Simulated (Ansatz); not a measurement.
# CaO (Lime, Fm-3m): phonons against volume, part 2 of 3

Which modes of CaO (Lime) drive its thermal expansion?

What experiment has found for this phase:
- heat capacity C_P per formula unit 42.2 J/mol/K and bulk modulus 113 GPa near room temperature (given in “High-Throughput Prediction of Finite-Temperature Properties using the Quasi-Harmonic Approximation”, 2016, arXiv:1603.06924)

Ansatz 0.2.0; DFT LDA, scalar-relativistic, plane waves, PAW.

So far. Step 2 (Probe on a coarse mesh): The start is under -7.4 GPa at this level and looks like an insulator or semiconductor on this mesh. Step 4 (Tight relaxation): The residual pressure is -0.0071 GPa, small enough for phonons.

### Step 5. Phonons, V/V0 1

The same q-mesh and k-mesh are kept at every volume, so that much of their error can cancel in the differences.

input.yaml reads:

```yaml
crystal:
  lattice:
    - [0.0, 2.353950931, 2.353950931]
    - [2.353950931, 0.0, 2.353950931]
    - [2.353950931, 2.353950931, 0.0]
  atoms:
    - { symbol: Ca, position: [0.0, 0.0, 0.0] }
    - { symbol: O, position: [0.5, 0.5, 0.5] }
kpoints:
  mp_grid: { grid: [8, 8, 8] }
hamiltonian:
  xc: lda
scf:
  occupations: { method: fixed }
output:
  eigenvalues: true
phonons:
  method: dfpt
  dielectric: true
  rigid_motions: translations
  qmesh: [4, 4, 4]
  temperatures: { t_max: 1000, t_step: 50 }
  qpath:
    path:
      - [[0.0, 0.0, 0.0], [0.5, 0.0, 0.5], [0.625, 0.25, 0.625]]
      - [[0.375, 0.375, 0.75], [0.0, 0.0, 0.0], [0.5, 0.5, 0.5], [0.5, 0.25, 0.75], [0.5, 0.0, 0.5]]
    npoints: 10
```

Started as:

```sh
$ ansatz run input.yaml --threads 4 --pin off --max-ram 16384MiB --backend cpu --events-out ev --progress --plain --runs-dir out
```

Numbers of over 12 decimals in the logs are rounded to 6 here.

Output:

```text
[...]
Crystal: 2 atoms, lattice volume = 26.087 Å³
Basis set: ecut = 420 eV, 531 PW (Γ), exchange–correlation on 48×48×48 points (8 copies of the dense FFT grid, shifted against one another)
Bands: 12, of which v1, the nominal top of the filled ones, is band 8 counted from 1 (7 counted from 0)
Symmetry: 48 space group operations
k-points: 59 of 512 (irreducible under 8 space group operations, time reversal used)
[...]
SCF iter   1: F=—  HF=-2331.659068 eV  |F-HF|=—  |Δ(HF+E_count)|=         —  Δρ=1.71e-2  dr2=7.32e-2  ethr=1.77e-3  ⟨swp⟩=4.7  Hψ=4215  notcnv=0  defer=16
[...]
SCF iter   8: F=-2331.639768 eV  HF=-2331.639768 eV  |F-HF|=4.55e-13  |Δ(HF+E_count)|=  1.64e-11  Δρ=2.68e-8  dr2=1.12e-13  ethr=1.00e-12  ⟨swp⟩=4.0  Hψ=2774  notcnv=0
SCF 1 converged in 8 iterations: F = -2331.639768 eV  dr2 = 1.12e-13
[...]
DFPT response loops at Γ: preconditioner auto → none (the input reference at scf.mixing.eps_inf says where Resta's filter doesn't serve); β = 0.50; Broyden in place of MSR1
── the response to a field inside a basis, on 8×8×8 k-points: an SCF that follows is theirs, and a resumed run solves both again ──
Bands: 9, of which v1, the nominal top of the filled ones, is band 8 counted from 1 (7 counted from 0)
k-points: 60 of 512 (irreducible under 12 space group operations)
[...]
Eigensolver: Dense (60 Hₖ)
SCF iter   1: F=—  HF=-2331.644032 eV  |F-HF|=—  |Δ(HF+E_count)|=         —  Δρ=8.41e-4  dr2=2.71e-5  ethr=1.00e-1
[...]
SCF iter   4: F=-2331.644026 eV  HF=-2331.644026 eV  |F-HF|=3.13e-9  |Δ(HF+E_count)|=   2.22e-6  Δρ=2.19e-5  dr2=3.57e-8  ethr=5.88e-8
SCF 1 converged in 4 iterations: F = -2331.644026 eV  dr2 = 3.57e-8
[...]
NSCF: frozen V_eff on 29 k-points
[...]
DFPT response loops at q = (0, 0, -0.5) (fractional): preconditioner auto → Resta (q_TF=auto, 2.515 Å⁻¹)  ε∞=4.2 (no band partly filled); β = 1.00, the filter's whole step (`scf.mixing.beta` (0.50) is not read by the response loops at its default; to damp them type it under 1.00, their step now; it binds the ground state too); Broyden in place of MSR1
[...]
SCF converged after 8 iterations
Free energy (F): -2331.639768 eV
[...]
Internal energy: -2331.639768 eV  (E = F + TS)
E sigma→0 (E₀):  -2331.639768 eV
Fermi energy:    7.994775 eV
[...]
--- Band table (eV; the first three rows and the last of 59) ---
  k-point 0: bands = [... 4 lower, -7.3324, 7.9948, 7.9948, 7.9948, 13.0830, 14.2648, 14.2648, 14.2648]
  k-point 1: bands = [... 4 lower, -7.0269, 7.4269, 7.7558, 7.7558, 13.7761, 14.2286, 14.5553, 14.5553]
  k-point 2: bands = [... 4 lower, -6.4520, 6.3513, 7.2496, 7.2496, 14.3158, 15.2637, 15.3212, 15.3212]
  k-point 58: bands = [... 4 lower, -6.5536, 6.5878, 6.9274, 6.9274, 14.3827, 14.3827, 16.8154, 17.9650]
--- Phonons (Γ-DFPT): 2 representative perturbations + reference, on 59 of 512 k-points (Σ response iterations 6) ---
  k mesh reduced under 8 symmetry operations, with k and −k counted as one. Each operation leaves every solved perturbation unchanged. A smaller set is not considered because the run solves the response to a homogeneous field
  ASR residual: 2.513e-5 → 0.000e0 eV/Å²; symmetrization residual: 1.289e-6 eV/Å²
  ASR residual per site (eV/Å²): 2.51e-5 1.49e-5
  Γ frequencies (cm⁻¹): 0.00 0.00 0.00 290.37 290.37 290.37
  ε∞ (high-frequency dielectric tensor):
        3.880892    -0.000000    -0.000000
       -0.000000     3.880892    -0.000000
       -0.000000    -0.000000     3.880892
  ε⁰ (static dielectric tensor: ions relaxed, cell fixed):
       14.913213     0.000000    -0.000000
        0.000000    14.913213    -0.000000
       -0.000000    -0.000000    14.913213
  ε⁰ − ε∞ (ionic part):
       11.032321     0.000000    -0.000000
        0.000000    11.032321    -0.000000
       -0.000000    -0.000000    11.032321
  softest optical mode at Γ: 290.37 cm⁻¹; the repairs (sum rule, projections) moved no ω² at Γ by more than (0.62 cm⁻¹)²
  Born effective charges Z* (e; rows j = field, columns β = displacement):
    site 0:
         2.37461   -0.00000   -0.00000
         0.00000    2.37461    0.00000
        -0.00000   -0.00000    2.37461
    site 1:
        -2.37461    0.00000    0.00000
        -0.00000   -2.37461   -0.00000
         0.00000    0.00000   -2.37461
  Z* charge neutrality: 6.209e-4 e pre-enforcement
  solved inside a basis spanned on kpoints, on 8×8×8 k-points, its susceptibility summed on 12×12×12: ε∞ is read to err by 9.0e-3, Z* by 1.1e-2 e (field_mesh: kpoints solves on kpoints); Z* is corrected for what the basis lacks
  optical modes at Γ without the LO–TO term, one row a degenerate level:
      ω (cm⁻¹)  modes    IR ((D/Å)²/amu)
        290.37      3            34.1314
  optical modes at Γ + LO–TO along q̂ = [1.0000, 0.0000, 0.0000]:
      ω (cm⁻¹)  modes    IR ((D/Å)²/amu)
        290.37      2            22.7543
        569.21      1            11.3771
  optical modes at Γ + LO–TO along q̂ = [0.0000, 1.0000, 0.0000]:
      ω (cm⁻¹)  modes    IR ((D/Å)²/amu)
        290.37      2            22.7543
        569.21      1            11.3771
  optical modes at Γ + LO–TO along q̂ = [0.0000, 0.0000, 1.0000]:
      ω (cm⁻¹)  modes    IR ((D/Å)²/amu)
        290.37      2            22.7543
        569.21      1            11.3771
--- Phonons (arbitrary-q DFPT): 8 irreducible q on the 4×4×4 mesh ---
  q = [0.0000, 0.0000, 0.0000] (star 1, of the zone-centre solve; hermiticity 7.27e-7, symmetrization 1.93e-14): -0.00 -0.00 0.00 290.37 290.37 290.37
  q = [0.0000, 0.0000, 0.2500] (star 8, 2 solved perturbations on 288 of 512 k-point pairs; hermiticity 1.61e-7, symmetrization 9.42e-14): 136.80 136.80 238.29 308.54 308.54 544.62
[...]
q = [0.0000, 0.2500, 0.2500] (star 6, 4 solved perturbations in 528 linear systems a pass and spin channel, the states on 164 of 512 k-point pairs; hermiticity 3.44e-7, symmetrization 3.36e-14): 146.83 146.83 247.75 306.84 306.84 497.58
[...]
sum rule: each row above includes the acoustic sum rule's correction from the zone centre's row sums; it moved no ω² by more than (0.50 cm⁻¹)²
  mesh force constants: q→R imaginary residual 1.53e-18; ASR residual 2.513e-5 → 0.000e0 eV/Å²; symmetrization residual 1.066e-14 eV/Å²
  interpolated dispersion: 63 rows × 6 modes
  density of states and harmonic sums: on the 24×24×24 q-mesh, interpolated from the force constants of a 4×4×4 supercell (with the dipole–dipole term)
  largest difference from the sums on the solved wave vectors: F 8.83e-3 eV, S 1.29e-5 and C_V 3.97e-6 eV/K
  zero-point energy: 0.111849 eV/cell   skipped modes (ω ≤ 0): 3   left out of the sums: 3.62e-5 of the cell's modes: C_V's classical limit lies that fraction below 3 k_B per atom; for a crystal, a wire or a layer, F and S can be off by more, and a phonons.interpolated_qmesh denser along its periods is the remedy for the sampling
```

Elapsed: 27 s, on 4 threads of Intel Xeon Platinum 8488C (Sapphire Rapids), shared host; peak memory 0.73 GiB; 96 s of CPU time.

This step gave:

* Γ frequencies: 0, 0, 0, 290.4, 290.4, 290.4 cm⁻¹ (negative: imaginary)
* lowest frequency on the path: 0 cm⁻¹
* zero-point energy: 0.1118 eV/cell
* point group: m-3m
* highest frequency: 569.2 cm⁻¹
* Debye temperature from the second moment: 587 K

LO-TO term included. The phonon branches at the labelled points (cm⁻¹):

```csv
point,branch 1,branch 2,branch 3,branch 4,branch 5,branch 6
Γ,0,0,0,290,290,569
X,205,205,311,314,314,393
U,211,281,293,318,371,387
jump to K,211,281,293,318,371,387
Γ,0,0,0,290,290,569
L,189,189,324,324,384,486
W,251,276,276,353,353,372
X,205,205,311,314,314,393
```

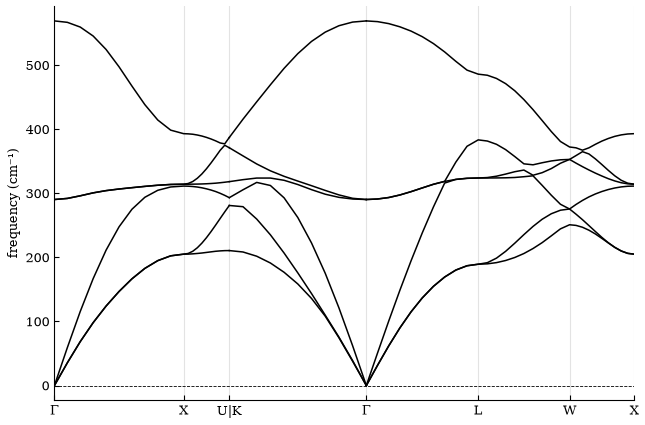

Phonon branches along the path.

The phonon density of states has structure finer than the step of the table below, so its rows give means over 25 cm⁻¹, whole bins alone (the curve runs from 2.5 to 568 cm⁻¹). Peaks (cm⁻¹: height): 207.5: 0.0307, 322.5: 0.0953.

Tetrahedra on 24 24 24, mean over bins of 5 cm⁻¹. Table of phonon density of states by wavenumber; means over each step:

```csv
wavenumber (cm⁻¹),phonon density of states (1/cm⁻¹/cell)
25,8.5e-5
50,3.9e-4
75,9.8e-4
100,0.00202
125,0.00377
150,0.00687
175,0.0137
200,0.0270
225,0.0170
250,0.0107
275,0.00719
300,0.0294
325,0.0615
350,0.0172
375,0.00387
400,0.00578
425,0.00611
450,0.00676
475,0.00721
500,0.00546
525,0.00396
550,0.00263
```

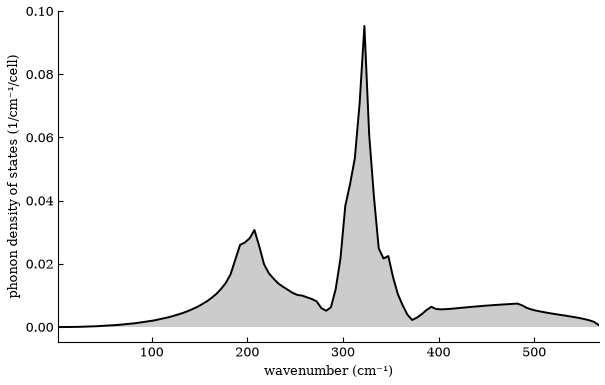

Phonon density of states against wavenumber.

Harmonic. Thermo, by row:

```csv
T (K),F_vib (meV/atom),S (J/mol-atom/K),C_V (J/mol-atom/K)
0,55.92,0,0
50,55.88,0.388,1.355
100,55.08,3.102,7.578
150,52.41,7.333,13.33
200,47.46,11.72,17.05
250,40.32,15.79,19.36
300,31.17,19.46,20.83
350,20.21,22.75,21.8
400,7.64,25.71,22.48
450,-6.38,28.39,22.96
500,-21.73,30.82,23.32
550,-38.29,33.06,23.59
600,-55.97,35.12,23.8
650,-74.67,37.03,23.96
700,-94.33,38.81,24.09
750,-114.9,40.48,24.2
800,-136.3,42.04,24.29
850,-158.4,43.52,24.36
900,-181.3,44.91,24.42
950,-205,46.23,24.47
1000,-229.3,47.49,24.52
```

The modes has structure finer than the step of the table below, so its rows give means over 50 cm⁻¹, whole bins alone (the curve runs from -10 to 595 cm⁻¹). Peaks (cm⁻¹: height): Ca 199.4: 0.0261, 306.0: 0.0235; O 321.2: 0.0643.

Phonopy on the run's constants, 21x21x21 mesh, Gaussian sigma 4.3 cm⁻¹. Modes against wavenumber; means over each step; values in 1/cm⁻¹/cell:

```csv
wavenumber (cm⁻¹),Ca,O
50,3.2e-4,1.2e-4
100,0.00168,4.9e-4
150,0.00616,0.00110
200,0.0208,0.00157
250,0.0103,8.0e-4
300,0.0137,0.0206
350,0.00457,0.0178
400,4.0e-4,0.00496
450,5.4e-4,0.00616
500,9.6e-4,0.00462
550,6.2e-4,0.00179
```

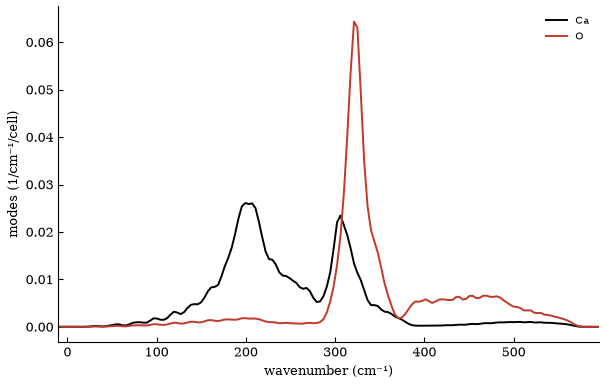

Modes, plotted against wavenumber.

Born charge (rows field, columns displacement) (e), principal values of the symmetric part by kind of site:

```csv
atom,atoms with these values,low,middle,high,mean
Ca1,1,2.37,2.37,2.37,2.37
O2,1,-2.37,-2.37,-2.37,-2.37
```

In full for O2:

```
-2.37  0.00  0.00
 0.00 -2.37  0.00
 0.00  0.00 -2.37
```

ε∞:

```
3.88 0.00 0.00
0.00 3.88 0.00
0.00 0.00 3.88
```

No LO-TO term. The modes at Γ (shares of kinetic energy by element, %):

```csv
mode,frequency (cm⁻¹),symmetry,Ca %,O %
1,0.0,T1u,71,29
2,0.0,T1u,71,29
3,0.0,T1u,71,29
4,290.4,T1u,29,71
5,290.4,T1u,29,71
6,290.4,T1u,29,71
```

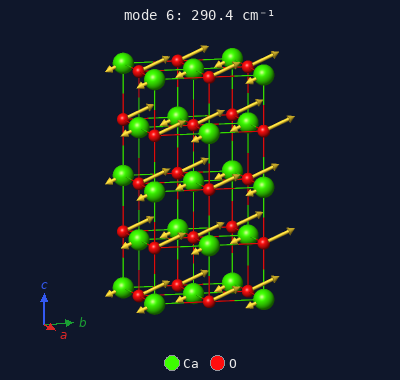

Displacement patterns of mode 6 at Γ; arrows are exaggerated. 1×1×2 conventional cells are drawn. Some periodic images of atoms are drawn too.

No mode is imaginary beyond numerical noise at the solved wavevectors.

### Step 6. Single point at a scaled cell, V/V0 1.015

Symmetry fixes every atom, so a single point at the scaled cell gives the energy and pressure of this member.

The cell differs from the one that the last finished run ended in (a 3.329 → 3.346 Å, b 3.329 → 3.346 Å, c 3.329 → 3.346 Å).

input.yaml, the sections that differ from step 5:

```yaml
crystal:
  lattice:
    - [0.0, 2.3656623224, 2.3656623224]
    - [2.3656623224, 0.0, 2.3656623224]
    - [2.3656623224, 2.3656623224, 0.0]
  atoms:
    - { symbol: Ca, position: [0.0, 0.0, 0.0] }
    - { symbol: O, position: [0.5, 0.5, 0.5] }
output:
  forces: true
  stress: true
  eigenvalues: true
# kpoints, hamiltonian, scf: as in step 5
# phonons: removed
```

Output:

```text
[...]
Crystal: 2 atoms, lattice volume = 26.478 Å³
Basis set: ecut = 420 eV, 531 PW (Γ)
Bands: 12, of which v1, the nominal top of the filled ones, is band 8 counted from 1 (7 counted from 0)
Symmetry: 48 space group operations
[...]
k-points: 29 of 512
[...]
SCF iter   1: F=—  HF=-2331.656612 eV  |F-HF|=—  |Δ(HF+E_count)|=         —  Δρ=1.68e-2  dr2=7.27e-2  ethr=1.77e-3  ⟨swp⟩=4.6  Hψ=2046  notcnv=0  defer=10
[...]
SCF iter   6: F=-2331.637324 eV  HF=-2331.637324 eV  |F-HF|=1.31e-8  |Δ(HF+E_count)|=   7.52e-7  Δρ=1.15e-5  dr2=2.26e-8  ethr=6.25e-10  ⟨swp⟩=5.1  Hψ=2116  notcnv=0
SCF 1 converged in 6 iterations: F = -2331.637324 eV  dr2 = 2.26e-8
[...]
SCF converged after 6 iterations
Free energy (F): -2331.637324 eV
[...]
Internal energy: -2331.637324 eV  (E = F + TS)
E sigma→0 (E₀):  -2331.637324 eV
Fermi energy:    7.820313 eV
[...]
--- Stress (GPa, compression-positive) ---
       -1.863187       0.000000      -0.000000
       -0.000000      -1.863187       0.000000
       -0.000000       0.000000      -1.863187
  P = ⅓ Tr σ = -1.8632 GPa (-18.632 kbar)
--- Band table (eV; the first three rows and the last of 29) ---
  k-point 0: bands = [... 4 lower, -7.4784, 7.8203, 7.8203, 7.8203, 12.7795, 14.0572, 14.0572, 14.0572]
  k-point 1: bands = [... 4 lower, -7.1933, 7.2566, 7.5876, 7.5876, 13.4724, 14.0178, 14.3424, 14.3424]
  k-point 2: bands = [... 4 lower, -6.6461, 6.1941, 7.0939, 7.0939, 14.0987, 14.9526, 15.0940, 15.0940]
  k-point 28: bands = [... 4 lower, -6.7325, 6.4382, 6.7502, 6.7502, 14.1652, 14.1652, 16.5332, 17.6881]
```

Elapsed: 0.31 s, on 4 threads; peak memory 0.32 GiB.

Numbers from this step:

```
pressure          : -1.863 GPa
gap on the k-mesh : 3.461 eV
volume per atom   : 13.24 Å³
```

At this level the gap is 3.46 eV on the k-mesh of the self-consistent run, which can miss the band edges.

### Step 7. Lattice dynamics at this volume, V/V0 1.015

The same q-mesh and k-mesh are kept at every volume, so that much of their error can cancel in the differences.

input.yaml, the sections that differ from step 6:

```yaml
output:
  eigenvalues: true
phonons:
  method: dfpt
  dielectric: true
  rigid_motions: translations
  qmesh: [4, 4, 4]
  temperatures: { t_max: 1000, t_step: 50 }
  qpath:
    path:
      - [[0.0, 0.0, 0.0], [0.5, 0.0, 0.5], [0.625, 0.25, 0.625]]
      - [[0.375, 0.375, 0.75], [0.0, 0.0, 0.0], [0.5, 0.5, 0.5], [0.5, 0.25, 0.75], [0.5, 0.0, 0.5]]
    npoints: 10
# crystal, kpoints, hamiltonian, scf: as in step 6
```

Output:

```text
[...]
Crystal: 2 atoms, lattice volume = 26.478 Å³
Basis set: ecut = 420 eV, 531 PW (Γ), exchange–correlation on 48×48×48 points (8 copies of the dense FFT grid, shifted against one another)
Bands: 12, of which v1, the nominal top of the filled ones, is band 8 counted from 1 (7 counted from 0)
Symmetry: 48 space group operations
k-points: 59 of 512 (irreducible under 8 space group operations, time reversal used)
[...]
optical modes at Γ + LO–TO along q̂ = [0.0000, 1.0000, 0.0000]:
      ω (cm⁻¹)  modes    IR ((D/Å)²/amu)
        279.37      2            22.6339
        559.94      1            11.3169
  optical modes at Γ + LO–TO along q̂ = [0.0000, 0.0000, 1.0000]:
      ω (cm⁻¹)  modes    IR ((D/Å)²/amu)
        279.37      2            22.6339
        559.94      1            11.3169
--- Phonons (arbitrary-q DFPT): 8 irreducible q on the 4×4×4 mesh ---
[...]
interpolated dispersion: 63 rows × 6 modes
[...]
[key lines of the parts left out:]
SCF converged after 8 iterations
Free energy (F): -2331.637325 eV
Fermi energy:    7.820188 eV
```

Run time: 28 s. Hardware: 4 threads; peak memory 0.75 GiB.

No mode is imaginary beyond numerical noise at the solved wavevectors. The highest zone-centre mode (no LO–TO term) moved by -3.8 % for a volume change of +1.5 %.

### Step 8. Single point at a scaled cell, V/V0 0.985

Symmetry fixes every atom, so a single point at the scaled cell gives the energy and pressure of this member.

The cell differs from the one that the last finished run ended in (a 3.346 → 3.312 Å, b 3.346 → 3.312 Å, c 3.346 → 3.312 Å).

input.yaml, the sections that differ from step 7:

```yaml
crystal:
  lattice:
    - [0.0, 2.3421218322, 2.3421218322]
    - [2.3421218322, 0.0, 2.3421218322]
    - [2.3421218322, 2.3421218322, 0.0]
  atoms:
    - { symbol: Ca, position: [0.0, 0.0, 0.0] }
    - { symbol: O, position: [0.5, 0.5, 0.5] }
output:
  forces: true
  stress: true
  eigenvalues: true
# kpoints, hamiltonian, scf: as in step 7
# phonons: removed
```

Output:

```text
[...]
Crystal: 2 atoms, lattice volume = 25.696 Å³
Basis set: ecut = 420 eV, 531 PW (Γ)
Bands: 12, of which v1, the nominal top of the filled ones, is band 8 counted from 1 (7 counted from 0)
Symmetry: 48 space group operations
[...]
k-points: 29 of 512
[...]
--- Band table (eV; the first three rows and the last of 29) ---
  k-point 0: bands = [... 4 lower, -7.1812, 8.1749, 8.1749, 8.1749, 13.3964, 14.4778, 14.4778, 14.4778]
  k-point 1: bands = [... 4 lower, -6.8533, 7.6030, 7.9296, 7.9296, 14.0882, 14.4464, 14.7737, 14.7737]
  k-point 2: bands = [... 4 lower, -6.2496, 6.5131, 7.4104, 7.4104, 14.5384, 15.5544, 15.5544, 15.5848]
  k-point 28: bands = [... 4 lower, -6.3673, 6.7422, 7.1111, 7.1111, 14.6062, 14.6062, 17.1059, 18.2495]
[key lines of the parts left out:]
SCF converged after 6 iterations
Free energy (F): -2331.637166 eV
Fermi energy:    8.174923 eV
P = ⅓ Tr σ = 2.0033 GPa (20.033 kbar)
```

Elapsed: 1.3 s, on 4 threads; peak memory 0.32 GiB; 1.7 s of CPU time.

The run ends at a pressure of 2.00 GPa.

### Step 9. Lattice dynamics at this volume, V/V0 0.985

The same q-mesh and k-mesh are kept at every volume, so that much of their error can cancel in the differences.

input.yaml, the sections that differ from step 8:

```yaml
output:
  eigenvalues: true
phonons:
  method: dfpt
  dielectric: true
  rigid_motions: translations
  qmesh: [4, 4, 4]
  temperatures: { t_max: 1000, t_step: 50 }
  qpath:
    path:
      - [[0.0, 0.0, 0.0], [0.5, 0.0, 0.5], [0.625, 0.25, 0.625]]
      - [[0.375, 0.375, 0.75], [0.0, 0.0, 0.0], [0.5, 0.5, 0.5], [0.5, 0.25, 0.75], [0.5, 0.0, 0.5]]
    npoints: 10
# crystal, kpoints, hamiltonian, scf: as in step 8
```

Output:

```text
[...]
Crystal: 2 atoms, lattice volume = 25.696 Å³
Basis set: ecut = 420 eV, 531 PW (Γ), exchange–correlation on 48×48×48 points (8 copies of the dense FFT grid, shifted against one another)
Bands: 12, of which v1, the nominal top of the filled ones, is band 8 counted from 1 (7 counted from 0)
Symmetry: 48 space group operations
k-points: 59 of 512 (irreducible under 8 space group operations, time reversal used)
[...]
optical modes at Γ + LO–TO along q̂ = [0.0000, 1.0000, 0.0000]:
      ω (cm⁻¹)  modes    IR ((D/Å)²/amu)
        301.47      2            22.8755
        578.65      1            11.4378
  optical modes at Γ + LO–TO along q̂ = [0.0000, 0.0000, 1.0000]:
      ω (cm⁻¹)  modes    IR ((D/Å)²/amu)
        301.47      2            22.8755
        578.65      1            11.4378
--- Phonons (arbitrary-q DFPT): 8 irreducible q on the 4×4×4 mesh ---
[...]
interpolated dispersion: 63 rows × 6 modes
[...]
[key lines of the parts left out:]
SCF converged after 7 iterations
Free energy (F): -2331.637166 eV
Fermi energy:    8.174883 eV
```

It took 25 s on 4 threads; peak memory 0.73 GiB; 93 s of CPU time.

LO-TO term included. The phonon branches at the labelled points (cm⁻¹):

```csv
point,branch 1,branch 2,branch 3,branch 4,branch 5,branch 6
Γ,0,0,0,302,302,579
X,205,205,321,326,326,397
U,214,286,300,328,378,396
jump to K,214,286,300,328,378,396
Γ,0,0,0,302,302,579
L,196,196,334,334,389,494
W,257,280,280,362,362,381
X,205,205,321,326,326,397
```

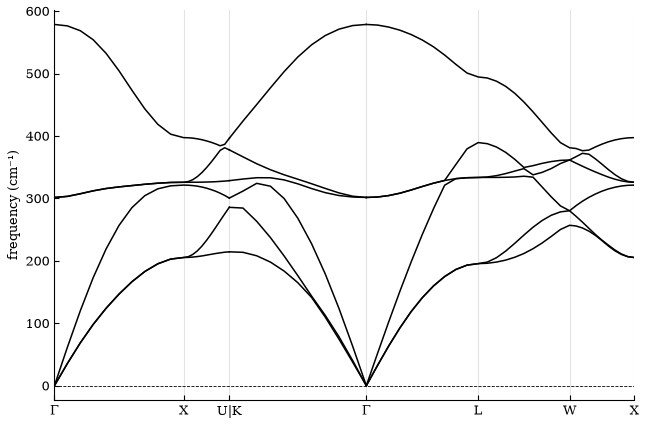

Phonon branches along the path.

No mode is imaginary beyond numerical noise at the solved wavevectors. The highest zone-centre mode (no LO–TO term) moved by +3.8 % for a volume change of -1.5 %.

(Continued in part 3 of 3.)

[Logs are printed without paths, hosts, clocks, repeated set-up lines and the standing remarks that a program may print on its own settings, such as how far it seeks lower states.]

[Hosts, paths, dates, database ids (printed as entryN), source tags and the programs' standing remarks are cut or masked in the printed files.]

[A step with changed settings may run another functional than the one named; its input shows which.]

[Of the runs on displaced cells, only some may be shown.]
